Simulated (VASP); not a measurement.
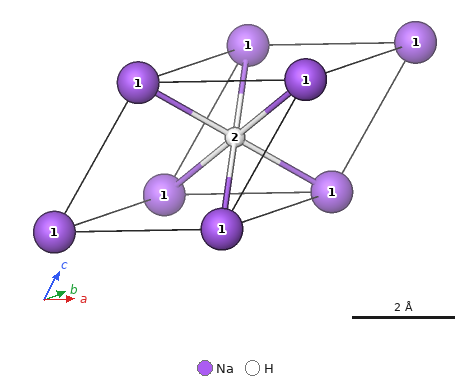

Figure 1. The structure (ball-and-stick view of the reduced cell, seen at an oblique angle; atoms are numbered from 1 in the order of the input). Near neighbours in the crystal (not all of them lie inside the picture): Na has 6 H at 2.39 Å; H has 6 Na at 2.39 Å.

## NaH: band-structure calculation

System: NaH (R-3m, 2 atoms in the cell).
Method: DFT, r2SCAN, plane waves, PAW (VASP 6.6.1).

The structure was built on a prototype by a generator. The geometry comes from this level: r2SCAN (a point of a series of strains). It belongs to a series of runs on one base structure; here: epitaxial_111 strain -0.5%.

INCAR
```
ENCUT = 520.000000
SIGMA = 0.010000
EDIFF = 1.00e-07
ALGO = Normal
METAGGA = R2SCAN
PREC = Accurate
IBRION = -1
ISIF = 2
ISMEAR = 0
NBANDS = 11
NELM = 120
NSW = 0
LASPH = .TRUE.
LCHARG = .FALSE.
LWAVE = .FALSE.
LREAL = .FALSE.
```

KPOINTS
```
KPOINTS created by Atomic Simulation Environment
0
Gamma
10 10 10
0 0 0
```

KPOINTS_OPT
```
special points
7
Reciprocal
0.0000000000 0.0000000000 0.0000000000 1
0.5000000000 0.0000000000 0.5000000000 1
0.6250000000 0.2500000000 0.6250000000 1
0.3750000000 0.3750000000 0.7500000000 1
0.5000000000 0.5000000000 0.5000000000 1
0.5000000000 0.2500000000 0.7500000000 1
0.2447920000 -0.5000000000 -0.2500000000 1
```

POSCAR
```
Na H
 1.0000000000000000
     0.0114975801000000    2.3970223070999999    2.3970223070999999
     2.3970223070999999    0.0114975801000000    2.3970223070999999
     2.3970223070999999    2.3970223070999999    0.0114975801000000
 Na  H
   1   1
Cartesian
  0.0000000000000000  0.0000000000000000  0.0000000000000000
  2.4027710971499987  2.4027710971499987  2.4027710971499996
```

Run as:
```bash
mpirun -np 1 vasp_std
```

OSZICAR
```
N       E                     dE             d eps       ncg     rms          rms(c)
DAV:   1     0.357334325817E+02    0.35733E+02   -0.46965E+03  2573   0.772E+02
DAV:   2    -0.708656445935E+01   -0.42820E+02   -0.42213E+02  2629   0.203E+02
DAV:   3    -0.839914003422E+01   -0.13126E+01   -0.13109E+01  3111   0.343E+01
DAV:   4    -0.840815330492E+01   -0.90133E-02   -0.90123E-02  3002   0.282E+00
DAV:   5    -0.840824424128E+01   -0.90936E-04   -0.90935E-04  2925   0.290E-01    0.309E+00
DAV:   6    -0.771980440871E+01    0.68844E+00   -0.30691E-01  2762   0.605E+00    0.171E+00
DAV:   7    -0.759798164048E+01    0.12182E+00   -0.42760E-01  2803   0.323E+00    0.435E-01
DAV:   8    -0.760070938290E+01   -0.27277E-02   -0.15092E-02  2648   0.715E-01    0.222E-01
DAV:   9    -0.760279884097E+01   -0.20895E-02   -0.21775E-03  2684   0.473E-01    0.834E-02
DAV:  10    -0.760253650694E+01    0.26233E-03   -0.22399E-04  2915   0.795E-02    0.669E-03
DAV:  11    -0.760259063879E+01   -0.54132E-04   -0.88352E-06  2963   0.299E-02    0.229E-03
DAV:  12    -0.760260287919E+01   -0.12240E-04   -0.28015E-07  2870   0.612E-03    0.844E-04
DAV:  13    -0.760260353589E+01   -0.65670E-06   -0.93836E-08  1908   0.462E-03    0.395E-04
DAV:  14    -0.760260383192E+01   -0.29603E-06   -0.56738E-09  1435   0.666E-04    0.110E-04
DAV:  15    -0.760260369754E+01    0.13438E-06   -0.13300E-09  1369   0.413E-04    0.790E-06
DAV:  16    -0.760260372690E+01   -0.29354E-07   -0.53774E-11  1363   0.945E-05
   1 F= -.76026037E+01 E0= -.76026037E+01  d E =-.292903E-31
       N       E                     dE             ncg
DAV:   1     0.327154204802E+03   -0.26856E+04      154
DAV:   2     0.277829870134E+02   -0.29937E+03      160
DAV:   3     0.202674116381E+02   -0.75156E+01      177
DAV:   4     0.202194329795E+02   -0.47979E-01      178
DAV:   5     0.202188695507E+02   -0.56343E-03      177
DAV:   6     0.202188600301E+02   -0.95206E-05      181
DAV:   7     0.202188598460E+02   -0.18411E-06      202
DAV:   8     0.202188598428E+02   -0.31735E-08      148
```

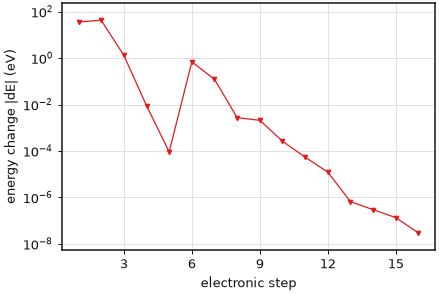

Figure 2. Convergence of the self-consistent field: energy change |dE| against the electronic step. It takes 16 electronic steps. The density is held fixed in the first few steps, and dE rises again when its update begins.

Parts of OUTCAR
```
k-points           NKPTS =    116   k-points in BZ     NKDIM =    116   number of bands    NBANDS=     11

   NELECT =       8.0000    total number of electrons

   dimension x,y,z NGX =    28 NGY =   28 NGZ =   28
   dimension x,y,z NGXF=    56 NGYF=   56 NGZF=   56

  energy-cutoff  :      520.00
  volume of cell :       27.35
      direct lattice vectors                 reciprocal lattice vectors
     0.011497580  2.397022307  2.397022307    -0.210098968  0.209096016  0.209096016
     2.397022307  0.011497580  2.397022307     0.209096016 -0.210098968  0.209096016
     2.397022307  2.397022307  0.011497580     0.209096016  0.209096016 -0.210098968

 k-points in reciprocal lattice and weights: KPOINTS created by Atomic Simulation Env
   0.00000000  0.00000000  0.00000000       0.001
   0.10000000  0.00000000 -0.00000000       0.006
   0.20000000  0.00000000 -0.00000000       0.006
   0.30000000  0.00000000 -0.00000000       0.006
   0.40000000 -0.00000000 -0.00000000       0.006
   0.50000000  0.00000000  0.00000000       0.003
   0.10000000  0.10000000  0.00000000       0.006
   0.20000000  0.10000000  0.00000000       0.012
   0.30000000  0.10000000  0.00000000       0.012
   0.40000000  0.10000000  0.00000000       0.012
   0.50000000  0.10000000 -0.00000000       0.012
  -0.40000000  0.10000000 -0.00000000       0.012
  -0.30000000  0.10000000 -0.00000000       0.012
  -0.20000000  0.10000000 -0.00000000       0.012
  -0.10000000  0.10000000  0.00000000       0.006
   0.20000000  0.20000000  0.00000000       0.006
   0.30000000  0.20000000 -0.00000000       0.012
   0.40000000  0.20000000  0.00000000       0.012
   0.50000000  0.20000000 -0.00000000       0.012
  -0.40000000  0.20000000  0.00000000       0.012
  -0.30000000  0.20000000 -0.00000000       0.012
  -0.20000000  0.20000000  0.00000000       0.006
   0.30000000  0.30000000  0.00000000       0.006
   0.40000000  0.30000000  0.00000000       0.012
   0.50000000  0.30000000  0.00000000       0.012
  -0.40000000  0.30000000 -0.00000000       0.012
  -0.30000000  0.30000000  0.00000000       0.006
   0.40000000  0.40000000  0.00000000       0.006
   0.50000000  0.40000000  0.00000000       0.012
  -0.40000000  0.40000000  0.00000000       0.006
   0.50000000  0.50000000  0.00000000       0.003
   0.10000000  0.10000000  0.10000000       0.002
   0.20000000  0.10000000  0.10000000       0.006
   0.30000000  0.10000000  0.10000000       0.006
   0.40000000  0.10000000  0.10000000       0.006
   0.50000000  0.10000000  0.10000000       0.006
  -0.40000000  0.10000000  0.10000000       0.006
  -0.30000000  0.10000000  0.10000000       0.006
  -0.20000000  0.10000000  0.10000000       0.006
  -0.10000000  0.10000000  0.10000000       0.006
   0.20000000  0.20000000  0.10000000       0.006
   0.30000000  0.20000000  0.10000000       0.012
   0.40000000  0.20000000  0.10000000       0.012
   0.50000000  0.20000000  0.10000000       0.012
  -0.40000000  0.20000000  0.10000000       0.012
  -0.30000000  0.20000000  0.10000000       0.012
  -0.20000000  0.20000000  0.10000000       0.012
  -0.10000000  0.20000000  0.10000000       0.012
   0.30000000  0.30000000  0.10000000       0.006
   0.40000000  0.30000000  0.10000000       0.012
   0.50000000  0.30000000  0.10000000       0.012
  -0.40000000  0.30000000  0.10000000       0.012
  -0.30000000  0.30000000  0.10000000       0.012
  -0.20000000  0.30000000  0.10000000       0.012
  -0.10000000  0.30000000  0.10000000       0.012
   0.40000000  0.40000000  0.10000000       0.006
   0.50000000  0.40000000  0.10000000       0.012
  -0.40000000  0.40000000  0.10000000       0.012
  -0.30000000  0.40000000  0.10000000       0.012
  -0.20000000  0.40000000  0.10000000       0.012
  -0.10000000  0.40000000  0.10000000       0.012
   0.50000000  0.50000000  0.10000000       0.006
  -0.40000000  0.50000000  0.10000000       0.012
  -0.30000000  0.50000000  0.10000000       0.012
  -0.20000000  0.50000000  0.10000000       0.012
  -0.10000000  0.50000000  0.10000000       0.006
  -0.40000000 -0.40000000  0.10000000       0.006
  -0.30000000 -0.40000000  0.10000000       0.012
  -0.20000000 -0.40000000  0.10000000       0.012
  -0.30000000 -0.30000000  0.10000000       0.006
  -0.20000000 -0.30000000  0.10000000       0.012
  -0.20000000 -0.20000000  0.10000000       0.006
   0.20000000  0.20000000  0.20000000       0.002
   0.30000000  0.20000000  0.20000000       0.006
   0.40000000  0.20000000  0.20000000       0.006
   0.50000000  0.20000000  0.20000000       0.006
  -0.40000000  0.20000000  0.20000000       0.006
  -0.30000000  0.20000000  0.20000000       0.006
  -0.20000000  0.20000000  0.20000000       0.006
   0.30000000  0.30000000  0.20000000       0.006
   0.40000000  0.30000000  0.20000000       0.012
   0.50000000  0.30000000  0.20000000       0.012
  -0.40000000  0.30000000  0.20000000       0.012
  -0.30000000  0.30000000  0.20000000       0.012
  -0.20000000  0.30000000  0.20000000       0.012
   0.40000000  0.40000000  0.20000000       0.006
   0.50000000  0.40000000  0.20000000       0.012
  -0.40000000  0.40000000  0.20000000       0.012
  -0.30000000  0.40000000  0.20000000       0.012
  -0.20000000  0.40000000  0.20000000       0.012
   0.50000000  0.50000000  0.20000000       0.006
  -0.40000000  0.50000000  0.20000000       0.012
  -0.30000000  0.50000000  0.20000000       0.012
  -0.20000000  0.50000000  0.20000000       0.006
  -0.40000000 -0.40000000  0.20000000       0.006
  -0.30000000 -0.40000000  0.20000000       0.012
  -0.30000000 -0.30000000  0.20000000       0.006
   0.30000000  0.30000000  0.30000000       0.002
   0.40000000  0.30000000  0.30000000       0.006
   0.50000000  0.30000000  0.30000000       0.006
  -0.40000000  0.30000000  0.30000000       0.006
  -0.30000000  0.30000000  0.30000000       0.006
   0.40000000  0.40000000  0.30000000       0.006
   0.50000000  0.40000000  0.30000000       0.012
  -0.40000000  0.40000000  0.30000000       0.012
  -0.30000000  0.40000000  0.30000000       0.012
   0.50000000  0.50000000  0.30000000       0.006
  -0.40000000  0.50000000  0.30000000       0.012
  -0.30000000  0.50000000  0.30000000       0.006
  -0.40000000 -0.40000000  0.30000000       0.006
   0.40000000  0.40000000  0.40000000       0.002
   0.50000000  0.40000000  0.40000000       0.006
  -0.40000000  0.40000000  0.40000000       0.006
   0.50000000  0.50000000  0.40000000       0.006
  -0.40000000  0.50000000  0.40000000       0.006
   0.50000000  0.50000000  0.50000000       0.001

 E-fermi :  -1.2956

 k-point     1 :       0.0000    0.0000    0.0000
  band No.  band energies     occupation
      1     -24.2001      2.00000
      2     -24.2001      2.00000
      3     -24.1992      2.00000
      4      -4.9949      2.00000
      5      10.3712      0.00000
      6      15.1165      0.00000
      7      15.2893      0.00000
      8      15.2893      0.00000
      9      16.1104      0.00000
     10      16.2919      0.00000
     11      16.2919      0.00000

 k-point     2 :       0.1000    0.0000   -0.0000
  band No.  band energies     occupation
      1     -24.2097      2.00000
      2     -24.2013      2.00000
      3     -24.2004      2.00000
      4      -4.8162      2.00000
      5       9.6966      0.00000
      6      13.1408      0.00000
      7      14.5205      0.00000
      8      14.6632      0.00000
      9      16.8122      0.00000
     10      16.9746      0.00000
     11      17.2651      0.00000

 k-point     3 :       0.2000    0.0000   -0.0000
  band No.  band energies     occupation
      1     -24.2347      2.00000
      2     -24.2043      2.00000
      3     -24.2032      2.00000
      4      -4.2984      2.00000
      5       7.8276      0.00000
      6      11.6747      0.00000
      7      13.7553      0.00000
      8      13.8829      0.00000
      9      17.3644      0.00000
     10      17.4532      0.00000
     11      18.4119      0.00000

 k-point     4 :       0.3000    0.0000   -0.0000
  band No.  band energies     occupation
      1     -24.2654      2.00000
      2     -24.2079      2.00000
      3     -24.2067      2.00000
      4      -3.5105      2.00000
      5       5.6358      0.00000
      6      10.9757      0.00000
      7      13.1695      0.00000
      8      13.2821      0.00000
      9      17.0468      0.00000
     10      17.1159      0.00000
     11      19.2573      0.00000

 k-point     5 :       0.4000   -0.0000   -0.0000
  band No.  band energies     occupation
      1     -24.2899      2.00000
      2     -24.2109      2.00000
      3     -24.2095      2.00000
      4      -2.6417      2.00000
      5       3.8443      0.00000
      6      10.6391      0.00000
      7      12.8041      0.00000
      8      12.9059      0.00000
      9      16.6564      0.00000
     10      16.7347      0.00000
     11      19.2478      0.00000

 [... the levels of 110 k-points are left out ...]

 k-point   116 :       0.5000    0.5000    0.5000
  band No.  band energies     occupation
      1     -24.2964      2.00000
      2     -24.2111      2.00000
      3     -24.2111      2.00000
      4      -2.2375      2.00000
      5       3.0239      0.00000
      6      10.6122      0.00000
      7      12.8210      0.00000
      8      12.8210      0.00000
      9      16.6658      0.00000
     10      16.6658      0.00000
     11      19.1840      0.00000

  Total       -0.0160595     -0.0160595     -0.0160595     -0.0175566     -0.0175566     -0.0175566
  in kB       -0.9408757     -0.9408757     -0.9408757     -1.0285879     -1.0285879     -1.0285879
  external PRESSURE =      -0.9408757 kB  Pullay stress =       0.0000000 kB

 POSITION                                       TOTAL-FORCE (eV/Angst)
 -----------------------------------------------------------------------------------
      0.00000      0.00000      0.00000         0.000000     -0.000000     -0.000000
      2.40277      2.40277      2.40277        -0.000000      0.000000      0.000000
 -----------------------------------------------------------------------------------
    total drift:                               -0.000000     -0.000000     -0.000000

  FREE ENERGIE OF THE ION-ELECTRON SYSTEM (eV)
  ---------------------------------------------------
  free  energy   TOTEN  =        -7.6026037269 eV

  energy  without entropy=       -7.6026037269  energy(sigma->0) =       -7.60260373
```

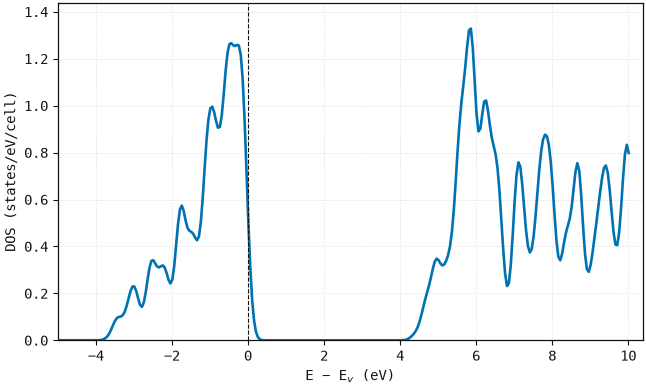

Figure 3. Density of states (the curve is built from the levels of the k mesh with Gaussians 0.3 eV wide, which also blur the band edges), with energies from the valence-band top. There is a gap of 4.38 eV on the k-point mesh. Small ripples come from the finite k-point mesh.

Key numbers

| quantity | value |
| --- | --- |
| outcome | converged |
| space group (tolerance 0.01 Å) | R-3m (166) |
| electrons treated | 8 |
| free energy | −7.6026 eV |
| Fermi energy | −1.296 eV |
| band gap | 4.38 eV |
| pressure | −0.09 GPa |
| largest force (length of the vector) | under 0.001 eV/Å |
| hardware | 1 CPU thread, shared host |
| wall time | 2.6 min |
| peak memory | 0.19 GiB |
